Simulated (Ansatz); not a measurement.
**Single-point calculation, with input and output: Si23C24 (charge −2) (part 2 of 3)**

The same run, continued: Si23C24 (defect cell, 47 atoms in the cell, total charge −2); DFT PBE, scalar-relativistic, plane waves, PAW, spin-polarised (Ansatz 0.2.0); cutoff 420 eV, 2×2×2 k-mesh, Gaussian smearing of 0.05 eV, collinear spins. The structure derives from an entry of the Crystallography Open Database.

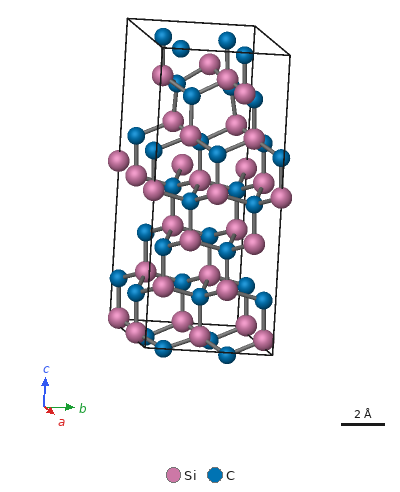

Figure 1. The structure as given in the input (ball-and-stick view of the cell of the calculation, seen slightly off an axis). An atom can appear more than once, as a periodic image.

## What the program printed, continued
```
SCF iter   1: F=—  HF=-20666.753333 eV  |F-HF|=—  |Δ(HF+E_count)|=         —  Δρ=7.37e-2 (↑7.29e-2 ↓7.37e-2)  dr2=1.34e2  dr2_m=2.58e-2  M=0.500 μB ∫|m|=0.584 μB  β_m=0.30  ethr=3.10e-3  ⟨swp⟩=6.1  Hψ=10723  notcnv=0  defer=307
preconditioner: auto → Resta (q_TF=auto, 2.325 Å⁻¹)  ε∞=4.2  [insulator: Δε(μ)=0.066 eV  Ē_g=12.762 eV  σ=0.050 eV  W_gap=0.54  n_scr=102 (ndim 8)  ℏωp=23.0 eV  f_vac=0.000  D(μ)=9.12/eV (n_scr^D=46)  ε∞_Penn≈4.2]
spin=Collinear: Resta preconditioning applied to the charge; magnetization (m = ρ↑ − ρ↓) channel mixes plain (no charge-response kernel on spin).
SCF iter   2: F=—  HF=-20638.401244 eV  |F-HF|=—  |Δ(HF+E_count)|=    2.84e1  Δρ=4.13e-2 (↑4.07e-2 ↓4.13e-2)  dr2=4.12e1  dr2_m=1.24e-2  M=0.500 μB ∫|m|=0.571 μB  β_m=0.30  ethr=3.10e-3  ⟨swp⟩=2.9  Hψ=4306  notcnv=0  defer=680
SCF iter   3: F=—  HF=-20628.292872 eV  |F-HF|=—  |Δ(HF+E_count)|=    1.01e1  Δρ=1.66e-2 (↑1.66e-2 ↓1.61e-2)  dr2=1.44e1  dr2_m=1.51e-2  M=0.500 μB ∫|m|=0.542 μB  β_m=0.30  ethr=3.10e-3  ⟨swp⟩=3.2  Hψ=4420  notcnv=0  defer=632
SCF iter   4: F=—  HF=-20627.545058 eV  |F-HF|=—  |Δ(HF+E_count)|=   7.48e-1  Δρ=1.37e-2 (↑1.36e-2 ↓1.37e-2)  dr2=5.70e0  dr2_m=1.36e-2  M=0.595 μB ∫|m|=0.631 μB  β_m=0.30  ethr=3.10e-3  ⟨swp⟩=2.0  Hψ=2687  notcnv=0  defer=626
SCF iter   5: F=—  HF=-20628.050335 eV  |F-HF|=—  |Δ(HF+E_count)|=   5.05e-1  Δρ=7.45e-3 (↑7.45e-3 ↓7.14e-3)  dr2=8.26e0  dr2_m=1.11e-2  M=0.500 μB ∫|m|=0.559 μB  β_m=0.30  ethr=3.00e-3  ⟨swp⟩=3.8  Hψ=5234  notcnv=0  defer=662
SCF iter   6: F=—  HF=-20627.574616 eV  |F-HF|=—  |Δ(HF+E_count)|=   4.76e-1  Δρ=5.51e-3 (↑5.51e-3 ↓5.19e-3)  dr2=5.20e0  dr2_m=6.42e-3  M=0.500 μB ∫|m|=0.554 μB  β_m=0.30  ethr=3.00e-3  ⟨swp⟩=1.0  Hψ=2640  notcnv=0  defer=662
SCF iter   7: F=—  HF=-20627.129443 eV  |F-HF|=—  |Δ(HF+E_count)|=   4.45e-1  Δρ=3.41e-3 (↑3.41e-3 ↓2.38e-3)  dr2=1.75e-1  dr2_m=2.40e-2  M=0.009 μB ∫|m|=0.160 μB  β_m=0.30  ethr=2.74e-3  ⟨swp⟩=2.8  Hψ=1860  notcnv=0  defer=662
SCF iter   8: F=—  HF=-20627.133647 eV  |F-HF|=—  |Δ(HF+E_count)|=   4.20e-3  Δρ=2.70e-3 (↑2.70e-3 ↓1.74e-3)  dr2=1.09e-1  dr2_m=1.35e-2  M=0.008 μB ∫|m|=0.128 μB  β_m=0.30  ethr=9.21e-5  ⟨swp⟩=2.5  Hψ=2723  notcnv=0  defer=654
SCF iter   9: F=—  HF=-20627.121767 eV  |F-HF|=—  |Δ(HF+E_count)|=   1.19e-2  Δρ=1.59e-3 (↑1.59e-3 ↓1.26e-3)  dr2=1.12e-2  dr2_m=7.66e-3  M=0.010 μB ∫|m|=0.104 μB  β_m=0.30  ethr=5.75e-5  ⟨swp⟩=2.9  Hψ=2537  notcnv=0  defer=654
SCF iter  10: F=—  HF=-20627.125298 eV  |F-HF|=—  |Δ(HF+E_count)|=   3.53e-3  Δρ=1.21e-3 (↑8.37e-4 ↓1.21e-3)  dr2=8.01e-3  dr2_m=4.28e-3  M=0.013 μB ∫|m|=0.086 μB  β_m=0.30  ethr=5.91e-6  ⟨swp⟩=2.1  Hψ=2922  notcnv=0  defer=654
SCF iter  11: F=—  HF=-20627.126858 eV  |F-HF|=—  |Δ(HF+E_count)|=   1.56e-3  Δρ=8.21e-4 (↑6.92e-4 ↓8.21e-4)  dr2=5.33e-4  dr2_m=2.55e-3  M=0.012 μB ∫|m|=0.070 μB  β_m=0.30  ethr=4.21e-6  ⟨swp⟩=2.0  Hψ=2550  notcnv=0  defer=655
Mixer restart at iter 11: flushing history
spin-set hold released at iteration 11 (site moments contracting): the magnetisation degrees of freedom join the quasi-Newton model from the next iteration; the mixer history was flushed
SCF iter  12: F=—  HF=-20627.128075 eV  |F-HF|=—  |Δ(HF+E_count)|=   1.22e-3  Δρ=6.09e-4 (↑5.47e-4 ↓6.09e-4)  dr2=1.62e-4  dr2_m=1.50e-3  M=0.012 μB ∫|m|=0.058 μB  β_m=0.65  ethr=2.81e-7  ⟨swp⟩=2.1  Hψ=3024  notcnv=0  defer=656
SCF iter  13: F=—  HF=-20627.129860 eV  |F-HF|=—  |Δ(HF+E_count)|=   1.79e-3  Δρ=9.20e-5 (↑6.17e-5 ↓9.20e-5)  dr2=3.26e-5  dr2_m=2.49e-5  M=0.018 μB ∫|m|=0.027 μB  β_m=0.67  ethr=8.50e-8  ⟨swp⟩=3.0  Hψ=4077  notcnv=0  defer=656
SCF iter  14: F=—  HF=-20627.130084 eV  |F-HF|=—  |Δ(HF+E_count)|=   2.24e-4  Δρ=3.20e-5 (↑3.20e-5 ↓2.61e-5)  dr2=4.63e-6  dr2_m=3.28e-6  M=0.023 μB ∫|m|=0.027 μB  β_m=0.71  ethr=1.71e-8  ⟨swp⟩=2.1  Hψ=3981  notcnv=0  defer=652
SCF iter  15: F=—  HF=-20627.130095 eV  |F-HF|=—  |Δ(HF+E_count)|=   1.14e-5  Δρ=2.48e-5 (↑2.35e-5 ↓2.48e-5)  dr2=8.66e-7  dr2_m=2.53e-6  M=0.031 μB ∫|m|=0.033 μB  β_m=0.86  ethr=2.44e-9  ⟨swp⟩=2.4  Hψ=3168  notcnv=0  defer=652
SCF iter  16: F=—  HF=-20627.130119 eV  |F-HF|=—  |Δ(HF+E_count)|=   2.41e-5  Δρ=3.21e-5 (↑3.19e-5 ↓3.21e-5)  dr2=5.22e-7  dr2_m=4.61e-6  M=0.045 μB ∫|m|=0.047 μB  β_m=0.93  ethr=4.56e-10  ⟨swp⟩=3.0  Hψ=4266  notcnv=0  defer=652
SCF iter  17: F=-20627.130197 eV  HF=-20627.130167 eV  |F-HF|=2.92e-5  |Δ(HF+E_count)|=   4.80e-5  Δρ=4.99e-5 (↑4.89e-5 ↓4.99e-5)  dr2=1.14e-5  dr2_m=9.61e-6  M=0.065 μB ∫|m|=0.068 μB  β_m=0.83  ethr=2.75e-10  ⟨swp⟩=3.0  Hψ=4680  notcnv=0  defer=652  recentre
SCF iter  18: F=-20627.130190 eV  HF=-20627.130156 eV  |F-HF|=3.43e-5  |Δ(HF+E_count)|=   1.19e-5  Δρ=4.32e-5 (↑4.31e-5 ↓4.32e-5)  dr2=2.32e-7  dr2_m=8.44e-6  M=0.061 μB ∫|m|=0.064 μB  β_m=0.92  ethr=2.75e-10  ⟨swp⟩=3.0  Hψ=4290  notcnv=0  defer=652
SCF iter  19: F=-20627.130297 eV  HF=-20627.130232 eV  |F-HF|=6.53e-5  |Δ(HF+E_count)|=   7.60e-5  Δρ=5.98e-5 (↑5.86e-5 ↓5.98e-5)  dr2=3.65e-7  dr2_m=1.59e-5  M=0.085 μB ∫|m|=0.089 μB  β_m=0.96  ethr=5.26e-11  ⟨swp⟩=19.4  Hψ=17637  notcnv=0
SCF iter  20: F=-20627.130560 eV  HF=-20627.130424 eV  |F-HF|=1.36e-4  |Δ(HF+E_count)|=   1.93e-4  Δρ=8.66e-5 (↑8.41e-5 ↓8.66e-5)  dr2=1.25e-6  dr2_m=3.30e-5  M=0.127 μB ∫|m|=0.134 μB  β_m=0.98  ethr=1.22e-10  ⟨swp⟩=4.0  Hψ=5437  notcnv=0
SCF iter  21: F=-20627.131172 eV  HF=-20627.130912 eV  |F-HF|=2.60e-4  |Δ(HF+E_count)|=   4.88e-4  Δρ=1.21e-4 (↑1.17e-4 ↓1.21e-4)  dr2=7.41e-6  dr2_m=6.34e-5  M=0.196 μB ∫|m|=0.207 μB  β_m=0.99  ethr=1.22e-10  ⟨swp⟩=4.0  Hψ=5813  notcnv=0
SCF iter  22: F=-20627.132155 eV  HF=-20627.131992 eV  |F-HF|=1.64e-4  |Δ(HF+E_count)|=   1.08e-3  Δρ=1.67e-4 (↑1.67e-4 ↓1.54e-4)  dr2=3.40e-4  dr2_m=8.17e-5  M=0.294 μB ∫|m|=0.312 μB  β_m=0.68  ethr=1.22e-10  ⟨swp⟩=5.0  Hψ=6629  notcnv=0
SCF iter  23: F=-20627.132996 eV  HF=-20627.133125 eV  |F-HF|=1.29e-4  |Δ(HF+E_count)|=   1.13e-3  Δρ=2.29e-4 (↑2.29e-4 ↓9.55e-5)  dr2=6.97e-4  dr2_m=6.65e-5  M=0.391 μB ∫|m|=0.423 μB  β_m=0.84  ethr=1.22e-10  ⟨swp⟩=5.0  Hψ=6882  notcnv=0
SCF iter  24: F=-20627.130776 eV  HF=-20627.130588 eV  |F-HF|=1.87e-4  |Δ(HF+E_count)|=   2.54e-3  Δρ=1.01e-4 (↑1.01e-4 ↓1.01e-4)  dr2=1.19e-7  dr2_m=4.60e-5  M=0.155 μB ∫|m|=0.163 μB  β_m=0.84  ethr=1.22e-10  ⟨swp⟩=5.5  Hψ=8227  notcnv=0  recentre
SCF iter  25: F=-20627.131650 eV  HF=-20627.131312 eV  |F-HF|=3.38e-4  |Δ(HF+E_count)|=   7.23e-4  Δρ=1.37e-4 (↑1.36e-4 ↓1.37e-4)  dr2=3.07e-6  dr2_m=8.45e-5  M=0.243 μB ∫|m|=0.258 μB  β_m=0.84  ethr=5.26e-11  ⟨swp⟩=11.5  Hψ=13706  notcnv=0  recentre
SCF iter  26: F=-20627.133437 eV  HF=-20627.133453 eV  |F-HF|=1.60e-5  |Δ(HF+E_count)|=   2.14e-3  Δρ=1.25e-4 (↑1.15e-4 ↓1.25e-4)  dr2=2.22e-4  dr2_m=4.27e-5  M=0.467 μB ∫|m|=0.522 μB  β_m=0.67  ethr=6.25e-11  ⟨swp⟩=6.0  Hψ=8586  notcnv=0
SCF iter  27: F=-20627.133446 eV  HF=-20627.133263 eV  |F-HF|=1.84e-4  |Δ(HF+E_count)|=   1.91e-4  Δρ=1.32e-4 (↑1.01e-4 ↓1.32e-4)  dr2=6.02e-5  dr2_m=5.68e-5  M=0.468 μB ∫|m|=0.526 μB  β_m=0.84  ethr=6.25e-11  ⟨swp⟩=4.0  Hψ=6556  notcnv=0  defer=21
SCF iter  28: F=-20627.133117 eV  HF=-20627.132854 eV  |F-HF|=2.63e-4  |Δ(HF+E_count)|=   4.08e-4  Δρ=1.22e-4 (↑1.22e-4 ↓1.22e-4)  dr2=2.15e-7  dr2_m=6.76e-5  M=0.366 μB ∫|m|=0.395 μB  β_m=0.84  ethr=6.25e-11  ⟨swp⟩=5.8  Hψ=7987  notcnv=0  defer=21  recentre
SCF iter  29: F=-20627.133638 eV  HF=-20627.133630 eV  |F-HF|=8.40e-6  |Δ(HF+E_count)|=   7.75e-4  Δρ=3.83e-5 (↑1.76e-5 ↓3.83e-5)  dr2=9.23e-6  dr2_m=3.05e-6  M=0.437 μB ∫|m|=0.482 μB  β_m=0.92  ethr=6.25e-11  ⟨swp⟩=5.1  Hψ=6920  notcnv=0  defer=21
SCF iter  30: F=-20627.133615 eV  HF=-20627.133581 eV  |F-HF|=3.38e-5  |Δ(HF+E_count)|=   4.86e-5  Δρ=4.81e-5 (↑4.81e-5 ↓4.32e-5)  dr2=2.86e-6  dr2_m=9.21e-6  M=0.453 μB ∫|m|=0.505 μB  β_m=0.92  ethr=6.25e-11  ⟨swp⟩=4.5  Hψ=6342  notcnv=0  defer=22  recentre
SCF iter  31: F=-20627.133646 eV  HF=-20627.133645 eV  |F-HF|=7.06e-7  |Δ(HF+E_count)|=   6.42e-5  Δρ=1.12e-5 (↑1.12e-5 ↓9.81e-6)  dr2=9.47e-7  dr2_m=4.02e-7  M=0.443 μB ∫|m|=0.491 μB  β_m=0.88  ethr=6.25e-11  ⟨swp⟩=4.0  Hψ=5691  notcnv=0  defer=16
SCF iter  32: F=-20627.133647 eV  HF=-20627.133646 eV  |F-HF|=9.41e-7  |Δ(HF+E_count)|=   4.91e-7  Δρ=9.57e-6 (↑9.57e-6 ↓8.07e-6)  dr2=3.62e-7  dr2_m=3.15e-7  M=0.443 μB ∫|m|=0.491 μB  β_m=0.90  ethr=6.25e-11  ⟨swp⟩=3.2  Hψ=3762  notcnv=0  defer=16
SCF iter  33: F=-20627.133648 eV  HF=-20627.133648 eV  |F-HF|=1.92e-8  |Δ(HF+E_count)|=   2.17e-6  Δρ=2.15e-6 (↑2.15e-6 ↓1.90e-6)  dr2=4.12e-8  dr2_m=1.43e-8  M=0.441 μB ∫|m|=0.488 μB  β_m=0.74  ethr=5.26e-11  ⟨swp⟩=8.3  Hψ=11821  notcnv=0
SCF iter  34: F=-20627.133648 eV  HF=-20627.133648 eV  |F-HF|=5.57e-9  |Δ(HF+E_count)|=   8.56e-8  Δρ=6.56e-7 (↑6.56e-7 ↓6.27e-7)  dr2=1.89e-9  dr2_m=1.67e-9  M=0.440 μB ∫|m|=0.487 μB  β_m=0.85  ethr=2.17e-11  ⟨swp⟩=4.2  Hψ=6798  notcnv=0
SCF iter  35: F=-20627.133648 eV  HF=-20627.133648 eV  |F-HF|=5.82e-11  |Δ(HF+E_count)|=   1.24e-8  Δρ=9.59e-8 (↑9.59e-8 ↓8.32e-8)  dr2=8.17e-11  dr2_m=2.93e-11  M=0.441 μB ∫|m|=0.487 μB  ethr=1.00e-12  ⟨swp⟩=3.0  Hψ=5042  notcnv=0
SCF 1 converged in 35 iterations: F = -20627.133648 eV  dr2 = 8.17e-11
  greatest PAW one-centre occupation: 0.671 electrons in one spin orbital (limit 2), on the C atom at site 42 (counted from 0), in its partial waves of l = 0
at 8 of the mixer's solves, the last at iteration 25, it left a direction of its history that read negative out of its fit and stepped the other way along it
SCF converged after 35 iterations
Magnetization: 0.4406 μB (95.2203 up, 94.7797 down)
Absolute magnetization: 0.4890 μB (∫|ρ↑−ρ↓|, with the PAW one-centre terms)
Spin contamination: 0.0008 ħ² per cell (⟨S²⟩ above its minimum at these occupations)
Per-site moments (μB) at R_I (Å): [(0.0003645063965886783, 0.7608049019275158), (0.00035037075636442023, 0.7605710935348298), (0.0003506811091692591, 0.7606683732427777), (0.005656512328023552, 0.7761355758879133), (0.004557625796289646, 0.7757458658330131), (0.005504417135266753, 0.7749965911941042), (0.005503405477366691, 0.7749940007436431), (0.004130362232104305, 0.7769941749997872), (0.00413743610705789, 0.7669168371009614), (0.00413963013355253, 0.7765538993303278), (0.004139916581147701, 0.7765683786779775), (3.4747353255049064e-5, 0.7572554386804846), (3.528052281135647e-7, 0.7777445258293527), (4.123797512769941e-5, 0.7570735401528341), (4.119843427734611e-5, 0.7570479129738564), (0.0013459796351834859, 0.7772141650260941), (-2.9008135144537926e-5, 0.771564924247712), (0.0010777302336202528, 0.771627318955294), (0.0010772680273875785, 0.7716826880258634), (0.0013341878450580475, 0.7763032064325758), (0.0018257618917710914, 0.7737935511082471), (0.0018388057817921406, 0.7742290357287032), (0.0018386875863550766, 0.7742211587883487), (-0.0008261831282553328, 0.7760512896930579), (0.0022455451822782314, 0.7669168371009614), (0.0018105443696804005, 0.7760064333958482), (0.0018108882456015626, 0.776013911709443), (0.002166235966697653, 0.7742211587883487), (-0.0008865548444282249, 0.7772065787679859), (0.0020286988259951657, 0.7737935511082471), (0.0020266189935673052, 0.7737998628029774), (-0.0008941883349965216, 0.7570479129738564), (0.0007742521834037212, 0.7656912965584103), (0.0008497189783725498, 0.7656052373374166), (0.0008501638427424835, 0.7656092972273116), (0.0036930784382435073, 0.7765538993303278), (-0.0039374611290091885, 0.776204491668496), (0.002544681291294071, 0.7757483482555437), (0.002543212258738369, 0.775743884785242), (0.0014456952839072084, 0.772077585585337), (-0.00021461495524297987, 0.7605710935348298), (0.0012374010713485195, 0.7608049019275158), (0.0012329849709264574, 0.7608491486469862), (-0.004794925534774742, 0.7768039652591605), (0.0028114101141304454, 0.7749940007436431), (0.002880754403110082, 0.7761355758879133), (0.002883733975960161, 0.7761443077703766)]
Free energy (F): -20627.133648 eV
Harris-Foulkes:  -20627.133648 eV  (|F-HF|=5.82e-11)
Internal energy: -20627.130266 eV  (E = F + TS)
E sigma→0 (E₀):  -20627.131957 eV
Entropy (-TS):   -0.003382 eV (-0.072 meV/atom)
Fermi energy:    10.887374 eV
--- Per-component energies (eV) ---
  E_band       = 609.546988
  E_kinetic    = 3245.617142
  E_local      = -2818.850766  (includes V_loc(G=0)·N_el)
  E_nonlocal   = 1228.430031
  E_hartree    = 886.970840
  E_xc         = -2493.788050
  E_vxc        = -2599.684071  (∫ρ·V_xc dr)
  E_paw        = -14178.904845  (= ΣΔE_a)
  E_vpaw       = -219.907372  (= ΣTr[D̂ρ^β])
  E_aug_tail   = 0.000300  (compensation charges beyond the density's cutoff)
  E_ewald      = -6496.604919
  E_smearing   = -0.003382  (= −TS)
  E_closure    = -0.000000  (closes the sum)
  E_deformation_potential = -35.132042  (in the stress; not in F)
  Σ components = -20627.133648   (vs F -20627.133648, Δ=0.00e0)
--- Forces (eV/Å), atoms counted from 1 ---
  atom   1  Si     0.00152330    -0.49275322    -0.49460660
  atom   2  Si    -0.41795547     0.24947726    -0.49415770
  atom   3  Si     0.42045304     0.24745587    -0.49427862
  atom   4  Si     0.00001227    -0.14579190    -0.10538130
  atom   5  Si     0.00004836     0.03515465     0.06819116
  atom   6  Si     0.15058273     0.04975972    -0.03924430
  atom   7  Si    -0.15101075     0.04984967    -0.03994241
  atom   8  Si    -0.00012291     0.03940259     0.21102419
  atom   9  Si    -0.00010382    -0.13801418     0.10727007
  atom  10  Si    -0.15636429     0.04829439     0.02966779
  atom  11  Si     0.15616783     0.04847559     0.02908834
  atom  12  Si     0.00179860     1.57106561    -0.21221608
  atom  13  Si     0.00026122     0.00385850    -0.30076895
  atom  14  Si    -1.35793137    -0.78744310    -0.20630246
  atom  15  Si     1.35748705    -0.78674769    -0.20503240
  atom  16  Si     0.00063117     0.00335063     0.32160109
  atom  17  Si    -0.00104287     0.16058088     0.97211266
  atom  18  Si     0.13506784    -0.08536332     1.00116049
  atom  19  Si    -0.13630014    -0.08606257     1.00428338
  atom  20  Si     0.00039834     0.01505266    -0.65049109
  atom  21  Si    -0.00022279     0.35482689    -0.04327920
  atom  22  Si     0.29577058    -0.18595647    -0.03194018
  atom  23  Si    -0.29481088    -0.18494376    -0.03131789
  atom  24  C      0.00023025    -0.06712472    -0.39116092
  atom  25  C     -0.00113841     0.01953122    -0.72061743
  atom  26  C      0.07442082     0.02687746    -0.39744432
  atom  27  C     -0.07483455     0.02540475    -0.39757530
  atom  28  C     -0.00035558    -0.49295940     0.45775828
  atom  29  C      0.00038726     0.00554608     0.09751213
  atom  30  C      0.42732160     0.24578073     0.45657100
  atom  31  C     -0.42794437     0.24572597     0.45683557
  atom  32  C      0.00020065    -0.00408671     0.43918811
  atom  33  C     -0.00141778     0.07156623     0.19751377
  atom  34  C      0.05799485    -0.03531790     0.20216476
  atom  35  C     -0.05866803    -0.03554662     0.20259806
  atom  36  C      0.00022755     0.01013717    -0.09983800
  atom  37  C     -0.00025307    -0.03228657    -0.05180199
  atom  38  C     -0.04529088     0.00726492    -0.05833730
  atom  39  C      0.04569050     0.00749151    -0.05833508
  atom  40  C     -0.00075717     0.00394157     0.03902199
  atom  41  C     -0.00104441    -0.85102468    -0.44864612
  atom  42  C     -0.73595831     0.42355922    -0.43681194
  atom  43  C      0.73673914     0.42560894    -0.43480505
  atom  44  C     -0.00009763     0.01670732     0.11008271
  atom  45  C      0.00018125    -0.14151550     0.13332241
  atom  46  C     -0.13476170     0.07068782     0.15355159
  atom  47  C      0.13479053     0.07050118     0.15382525
  max |Σ_I F_I| component: 1.22e-5 eV/Å
--- Band table (eV; the first three rows and the last of 16) ---
```
